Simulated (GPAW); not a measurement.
## Core-hole calculation of the N K edge in wurtzite (GaN)₁₋ₓ(AlN)ₓ at x = 0.875

Aim: the N K edge in wurtzite (GaN)₁₋ₓ(AlN)ₓ at x = 0.875, one member of a composition series.

Method: X-ray absorption from dipole matrix elements to empty bands, plane-wave PAW LDA, in GPAW 26.7.0.

### 1. The starting structure

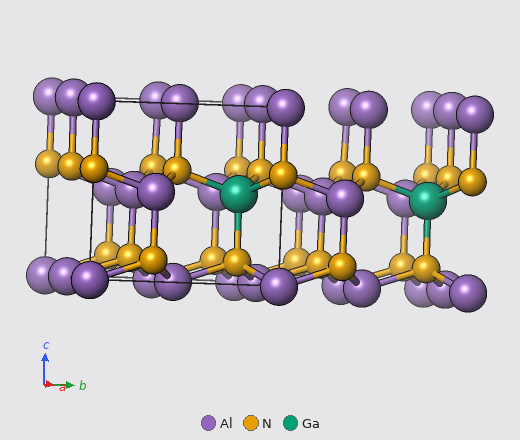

The starting structure, seen from a free direction (aluminium purple, nitrogen orange, gallium teal). 1×2×1 cells are drawn. Some periodic images of atoms are drawn too.

The cell holds 16 atoms: 7 Al, 8 N and 1 Ga. Its edges and angles: a = 6.243 Å, b = 5.407 Å, c = 5.007 Å, α = 90.0°, β = 90.0°, γ = 90.0°. 16-atom wurtzite cell, 7 of 8 Ga sites taken by Al at random, lattice constants typed for the ends and interpolated (Vegard).

As a file:

```xyz
16
Lattice="6.2432 0.0000 0.0000 0.0000 5.4068 0.0000 0.0000 0.0000 5.0074" Properties=species:S:1:pos:R:3 pbc="T T T"
Al    6.2296    0.0160    4.9882
N     0.0176    1.7956    0.6037
Al    0.0109    1.8008    2.5125
N     0.0207    0.0098    3.1054
Al    1.5587    2.7361    5.0061
N     1.5724    4.4980    0.5876
Al    1.5681    4.4965    2.5031
N     1.5487    2.6885    3.1098
Al    3.1147    5.4064    0.0198
N     3.1280    1.7910    0.6069
Al    3.1232    1.8111    2.5033
N     3.1482    0.0087    3.1043
Al    4.6801    2.7072    4.9977
N     4.6658    4.5190    0.6036
Ga    4.6744    4.4955    2.5068
N     4.6731    2.7080    3.1134
```

### 2. Relaxation

The cell was built by hand, so its atoms are relaxed first: near-edge features follow bond lengths closely.

Contents of relax.py:

```python
import numpy as np
from ase import Atoms
from ase.parallel import parprint, paropen
from gpaw import GPAW, PW, FermiDirac, Mixer, MixerDif, setup_paths
from ase.optimize import BFGS

atoms = Atoms('AlNAlNAlNAlNAlNAlNAlNGaN',
    cell=[[6.24325, 0, 0],
     [0, 5.406813, 0],
     [0, 0, 5.007375]],
    scaled_positions=[[0.997809, 0.002951, 0.996166],
     [0.002813, 0.332105, 0.120569],
     [0.001739, 0.333056, 0.501762],
     [0.003312, 0.001818, 0.620171],
     [0.249666, 0.506045, 0.999747],
     [0.251856, 0.831918, 0.117341],
     [0.251164, 0.831638, 0.499891],
     [0.24806, 0.497246, 0.62105],
     [0.498896, 0.999928, 0.003949],
     [0.501014, 0.331244, 0.1212],
     [0.500258, 0.334961, 0.499923],
     [0.50426, 0.001612, 0.619946],
     [0.749619, 0.500694, 0.998061],
     [0.747341, 0.835792, 0.120541],
     [0.748709, 0.831459, 0.500622],
     [0.748504, 0.500848, 0.621758]],
    pbc=True)
atoms.calc = GPAW(legacy_gpaw=True, mode=PW(500, force_complex_dtype=True), xc='LDA', setups={},
    kpts={'size': (3, 3, 3), 'gamma': True}, occupations=FermiDirac(0.08),
    charge=0, mixer=Mixer(0.1, 5, 50), maxiter=150,
    convergence={'density': 0.0001, 'eigenstates': 1e-6}, txt='relax.txt')
steps = []
opt = BFGS(atoms, logfile='-')
opt.attach(lambda: steps.append([atoms.get_potential_energy(), float(np.linalg.norm(atoms.get_forces(), axis=1).max())]))
done = opt.run(fmax=0.05, steps=30)
out = dict(done=bool(done), steps=steps, frac=atoms.get_scaled_positions().tolist())
import json
with paropen('out.json', 'w') as f:
    json.dump(out, f)
```

Started as:

```sh
$ OMP_NUM_THREADS=1 mpirun -n 4 gpaw python relax.py
```

Numbers of over 12 decimals in the logs are rounded to 6 here.

What it wrote:

```text
Input parameters:
  convergence: {density: 0.0001,
                eigenstates: 1e-06}
  kpts: {gamma: True,
         size: (3, 3, 3)}
  maxiter: 150
  mixer: {backend: pulay,
          beta: 0.1,
          method: separate,
          nmaxold: 5,
          weight: 50}
  mode: {ecut: 500.0,
         force_complex_dtype: True,
         name: pw}
  occupations: {fixmagmom: False,
                name: fermi-dirac,
[...]
14 Ga   -0.00141   -0.00333   -0.02515
 15 N     0.00571    0.00199   -0.01755
Step     Time          Energy          fmax
BFGS:    0 02:17:46     -123.540708        2.039699
BFGS:    1 02:17:54     -123.696055        1.086780
BFGS:    2 02:18:02     -123.786710        0.237222
BFGS:    3 02:18:08     -123.792131        0.158318
BFGS:    4 02:18:13     -123.795116        0.089114
BFGS:    5 02:18:18     -123.796279        0.057008
BFGS:    6 02:18:23     -123.796706        0.037654
[key lines of the parts left out:]
Converged after 5 iterations.
Dipole moment: (-4.433192, 1.265426, -7.273172) |e|*Ang
Free energy:   -123.796706
Fermi level: 7.83189
```

Elapsed: 55 s, on 4 MPI ranks of INTEL XEON PLATINUM 8581C at 2.10GHz (Emerald Rapids), shared host; peak memory 0.28 GiB.

In 6 steps the energy fell by 256 meV (energies extrapolated to zero smearing) and the largest force to 0.038 eV/Å. Atom 12 (N; the text counts from 1, the script from 0) is among those that moved most, by 0.08 Å.

### 3. Ground state of the crystal

The ground state comes first: it tells whether the system has a gap, which decides how the excited electron is treated.

Contents of scf.py:

```python
import numpy as np
from ase import Atoms
from ase.parallel import parprint, paropen
from gpaw import GPAW, PW, FermiDirac, Mixer, MixerDif, setup_paths
from gpaw.test import gen
setup_paths.insert(0, '.')
gen('N', name='nch1s', xcname='LDA', corehole=(1, 0, 0), write_xml=True)
from gpaw.mpi import world
world.barrier()

atoms = Atoms('AlNAlNAlNAlNAlNAlNAlNGaN',
    cell=[[6.24325, 0, 0],
     [0, 5.406813, 0],
     [0, 0, 5.007375]],
    scaled_positions=[[0.002035, 0.0015342, 0.0007886],
     [0.000695, 0.3338875, 0.1207723],
     [0.0023944, 0.3337892, 0.5002879],
     [0.0087849, 0.0047937, 0.6227179],
     [0.2501583, 0.5008672, 0.0008604],
     [0.2500442, 0.8329559, 0.1209818],
     [0.2507165, 0.8325444, 0.5000861],
     [0.2503383, 0.5016358, 0.6202775],
     [0.4980644, 0.0016055, 0.0011354],
     [0.4996517, 0.334016, 0.1211407],
     [0.4982496, 0.3337994, 0.5007076],
     [0.4926733, 0.0047076, 0.6229298],
     [0.7502305, 0.4977314, 0.0011645],
     [0.750027, 0.8337093, 0.1060489],
     [0.7506385, 0.8335342, 0.5005528],
     [0.7503204, 0.4888633, 0.622688]],
    pbc=True)
atoms.calc = calc = GPAW(legacy_gpaw=True, mode=PW(500, force_complex_dtype=True), xc='LDA', setups={1: 'nch1s'},
    kpts={'size': (4, 5, 5), 'gamma': True}, occupations=FermiDirac(0.05),
    charge=0, mixer=Mixer(0.1, 5, 50), maxiter=150,
    convergence={'density': 0.0001, 'eigenstates': 1e-6}, txt='scf.txt')
energy = atoms.get_potential_energy() + calc.get_reference_energy()
ef = calc.get_fermi_level()
out = dict(energy=energy, fermi=ef, forces=atoms.get_forces().tolist())
parprint(f'all-electron energy {energy:.4f} eV, Fermi level {ef:.4f} eV')
ev = np.array([[calc.get_eigenvalues(k, s) for k in range(len(calc.get_ibz_k_points()))] for s in range(calc.get_number_of_spins())])
out['homo'], out['lumo'], out['counts'] = ev[ev < ef].max(), ev[ev > ef].min(), sorted(set((ev < ef).sum((0, 2)).tolist()))
out['filled'] = (ev[:, 0] < ef).sum(1).tolist()
import json
with paropen('out.json', 'w') as f:
    json.dump(out, f)
```

Started as:

```sh
$ OMP_NUM_THREADS=1 mpirun -n 4 gpaw python scf.py
```

What it wrote:

```text
Input parameters:
  convergence: {density: 0.0001,
                eigenstates: 1e-06}
  kpts: {gamma: True,
         size: (4, 5, 5)}
  maxiter: 150
  mixer: {backend: pulay,
          beta: 0.1,
          method: separate,
          nmaxold: 5,
          weight: 50}
  mode: {ecut: 500.0,
         force_complex_dtype: True,
         name: pw}
  occupations: {fixmagmom: False,
                name: fermi-dirac,
                width: 0.05}
  setups: {1: nch1s}

Initialize ...

[... PAW data sets ...]

Reference energy: -110624.000803  # eV

Spin-paired calculation

[... convergence settings ...]
Symmetries present (total): 1
  [... symmetry matrices ...]

100 k-points: 4 x 5 x 5 Monkhorst-Pack grid + [1/8,0.000000,0.000000]
51 k-points in the irreducible part of the Brillouin zone
       k-points in crystal coordinates                weights
   0:     0.00000000    0.00000000    0.00000000          1/100
   1:     0.00000000    0.00000000    0.20000000          2/100
   2:     0.00000000    0.00000000    0.40000000          2/100
   3:     0.00000000    0.20000000   -0.40000000          2/100
   4:     0.00000000    0.20000000   -0.20000000          2/100
   5:     0.00000000    0.20000000    0.00000000          2/100
   6:     0.00000000    0.20000000    0.20000000          2/100
   7:     0.00000000    0.20000000    0.40000000          2/100
   8:     0.00000000    0.40000000   -0.40000000          2/100
   9:     0.00000000    0.40000000   -0.20000000          2/100
          ...
  50:     0.50000000    0.40000000    0.40000000          2/100

Wave functions: Plane wave expansion
  Cutoff energy: 500.000 eV
  Number of coefficients (min, max): 4258, 4308
  Pulay-stress correction: 0.000000 eV/Ang^3 (de/decut=0.000000)
  Using FFTW library
  Wavefunction extrapolation:
    Improved wavefunction reuse through dual PAW basis

Occupation numbers: Fermi-Dirac:
  width: 0.0500  # eV

Eigensolver
   Davidson(niter=2)

Densities:
  Coarse grid: 35*28*27 grid
  Fine grid: 70*56*54 grid
  Total Charge: 0.000000

Density mixing:
  Method: separate
  Backend: pulay
  Linear mixing parameter: 0.1
  old densities: 5
  Width of damping distribution: 1.1
  Damping of long wavelength oscillations: 50

[... Hamiltonian set-up ...]
Number of atoms: 16
Number of atomic orbitals: 64
Number of bands in calculation: 43
Number of valence electrons: 64
Bands to converge: occupied

... initialized

Initializing position-dependent things.

Density initialized from atomic densities
Creating initial wave functions:
  43 bands from LCAO basis set

Positions:
   0 Al     0.012705    0.008295    0.003949    ( 0.0000,  0.0000,  0.0000)
   1 N      0.004339    1.805267    0.604752    ( 0.0000,  0.0000,  0.0000)
   2 Al     0.014949    1.804736    2.505129    ( 0.0000,  0.0000,  0.0000)
   3 N      0.054846    0.025919    3.118182    ( 0.0000,  0.0000,  0.0000)
   4 Al     1.561801    2.708095    0.004308    ( 0.0000,  0.0000,  0.0000)
   5 N      1.561088    4.503637    0.605801    ( 0.0000,  0.0000,  0.0000)
   6 Al     1.565286    4.501412    2.504119    ( 0.0000,  0.0000,  0.0000)
[...]
13 N      4.682606    4.507710    0.531027    ( 0.0000,  0.0000,  0.0000)
  14 Ga     4.686424    4.506764    2.506456    ( 0.0000,  0.0000,  0.0000)
  15 N      4.684438    2.643192    3.118032    ( 0.0000,  0.0000,  0.0000)

Unit cell:
           periodic     x           y           z      points  spacing
  1. axis:    yes    6.243250    0.000000    0.000000    35     0.1784
  2. axis:    yes    0.000000    5.406813    0.000000    28     0.1931
  3. axis:    yes    0.000000    0.000000    5.007375    27     0.1855

  Lengths:   6.243250   5.406813   5.007375
  Angles:   90.000000  90.000000  90.000000

Effective grid spacing dv^(1/3) = 0.1855

iter:   1  -139.125369
iter:   2  -131.980684   -0.99  -0.56
iter:   3  -124.082449   -0.40  -0.67
iter:   4  -124.033517   -1.18  -1.08
iter:   5  -123.801715   -2.16  -1.40
iter:   6  -123.799605   -3.57  -2.37
iter:   7  -123.798839c  -4.26  -2.44
iter:   8  -123.803880c  -3.17  -2.56
iter:   9  -123.798331c  -3.30  -2.41
iter:  10  -123.797648c  -4.81  -2.87
iter:  11  -123.797673c  -4.95  -3.34
iter:  12  -123.797592c  -5.44  -3.36
iter:  13  -123.797590c  -6.20c -3.87
iter:  14  -123.797588c  -7.74c -4.03c

Converged after 14 iterations.

Dipole moment: (-4.433832, 1.266066, -7.274516) |e|*Ang

Energy contributions relative to reference atoms: (reference = -110624.000803)

Kinetic:       +125.972326
Potential:     -102.598248
External:        +0.000000
XC:            -146.649829
Entropy (-ST):   -0.000000
Local:           -0.521837
SIC:             +0.000000
--------------------------
Free energy:   -123.797588
Extrapolated:  -123.797588

Showing only first 2 kpts
 Kpt  Band  Eigenvalues  Occupancy
  0    30      5.76067    2.00000
  0    31      5.91054    2.00000
  0    32      9.72015    0.00000
  0    33     11.35793    0.00000

  1    30      5.66935    2.00000
  1    31      5.69153    2.00000
  1    32     10.34036    0.00000
  1    33     10.97050    0.00000

Fermi level: 7.73003

Gap: 3.810 eV
Transition (v -> c):
  (s=0, k=0, n=31, [0.00, 0.00, 0.00]) -> (s=0, k=0, n=32, [0.00, 0.00, 0.00])
No difference between direct/indirect transitions

Forces in eV/Ang:
  0 Al   -0.00964   -0.02675    0.00354
  1 N     0.02471   -0.01024    0.00589
  2 Al   -0.00832   -0.00647    0.01752
  3 N    -0.03721   -0.00769   -0.00163
  4 Al    0.00559   -0.00076    0.01651
  5 N     0.01148   -0.01817    0.00215
  6 Al   -0.01378    0.01476    0.01434
[...]
13 N     0.01407   -0.02294    0.01681
 14 Ga   -0.00084   -0.00240   -0.02630
 15 N     0.00666    0.00381   -0.02301
Scalar-relativistic atomic LDA calculation for N (Nitrogen, Z=7)
Core hole in 1s state (1s occupation: 2.0)
300 radial gridpoints.
|------------------------------------------------|
|------------------------------------------------|
[... the atom generator's iteration count ...]

Energy contributions:
-------------------------
Kinetic:      +53.816217
XC:            -6.142385
Potential:   -101.727472
-------------------------
Total:        -54.053639

state      eigenvalue         ekin         rmax
-----------------------------------------------
1s^2.0 :   -14.019608    21.782698        0.149
2s^2.0 :    -0.676924     2.368146        1.016
2p^3.0 :    -0.265967     1.838177        0.965
-----------------------------------------------
(units: Bohr and Hartree)

Generating PAW setup
Kinetic energy of the core from tauc = 43.592016
Cutoffs:
rc(s)=1.140
rc(p)=1.000
rc(d)=1.090
rc(vbar)=1.120
rc(comp)=1.090
rc(nct)=1.140

Kinetic energy of the core states: 43.565395
Charge: 0.0
Core electrons: 2.0
Valence electrons: 5.0
Pseudo-core charge: 0.013034
Shape function alpha=8.417
Pseudo-electron charge 5.012684
state    eigenvalue         norm
--------------------------------
2s(2) :    -0.676924     1.071713
*s    :     0.323076
2p(3) :    -0.265967     0.952074
*p    :     0.734033
*d    :     0.000000
--------------------------------

Diagonalizing with gridspacing h=0.050

state   all-electron     PAW
-------------------------------
2s:      -0.676924    -0.677975
2p:      -0.265967    -0.268121
*d:                    0.048644
*f:                    0.076426
-------------------------------
all-electron energy -110747.7984 eV, Fermi level 7.7300 eV
```

It took 39 s on 4 MPI ranks; peak memory 0.33 GiB.

The mesh shows a gap of 3.81 eV. The excited electron is kept all the same, so that all members of the series, with or without a gap, are treated alike.

### 4. Reference energy of the cell

The photon energy needs a difference of total energies, so the cell and mesh of the coming hole run are first run without a hole.

scf.py, as its differences from that of step 3:

```diff
@@ -32,3 +32,3 @@
 atoms.calc = calc = GPAW(legacy_gpaw=True, mode=PW(500, force_complex_dtype=True), xc='LDA', setups={1: 'nch1s'},
-    kpts={'size': (4, 5, 5), 'gamma': True}, occupations=FermiDirac(0.05),
+    kpts={'size': (3, 3, 3), 'gamma': True}, occupations=FermiDirac(0.02),
     charge=0, mixer=Mixer(0.1, 5, 50), maxiter=150,
```

What it wrote:

```text
Input parameters:
  convergence: {density: 0.0001,
                eigenstates: 1e-06}
  kpts: {gamma: True,
         size: (3, 3, 3)}
  maxiter: 150
  mixer: {backend: pulay,
          beta: 0.1,
          method: separate,
          nmaxold: 5,
          weight: 50}
  mode: {ecut: 500.0,
         force_complex_dtype: True,
         name: pw}
  occupations: {fixmagmom: False,
                name: fermi-dirac,
[...]
2s(2) :    -0.676924     1.071713
*s    :     0.323076
2p(3) :    -0.265967     0.952074
*p    :     0.734033
*d    :     0.000000
--------------------------------

Diagonalizing with gridspacing h=0.050

state   all-electron     PAW
-------------------------------
2s:      -0.676924    -0.677975
2p:      -0.265967    -0.268121
*d:                    0.048644
*f:                    0.076426
-------------------------------
all-electron energy -110747.7975 eV, Fermi level 6.6444 eV
[key lines of the parts left out:]
Converged after 15 iterations.
Dipole moment: (-4.433667, 1.265203, -7.272785) |e|*Ang
Free energy:   -123.796705
Fermi level: 6.64444
```

The job ended after 15 s (4 MPI ranks; peak memory 0.27 GiB; 60 s of CPU time).

Reference energy: -110747.798 eV with the cores included.

(Continued in part 2 of 3.)

[Banner, clock and machine lines of the logs are left out without a mark of their own.]

[Logs are printed without paths, hosts, clocks, repeated set-up lines and the standing remarks that a program may print on its own settings, such as how far it seeks lower states.]

[Hosts, paths, dates, database ids (printed as entryN), source tags and the programs' standing remarks are cut or masked in the printed files.]

[Lists of maxima count a maximum above −3 eV only where it reaches 4 % of the highest in the window and stands out from its surroundings by 2 % of it (1.5 % where it reaches 55 %); shoulders and weaker maxima are passed over, and of the rest the first, up to two pre-edge ones and the few strongest are named.]
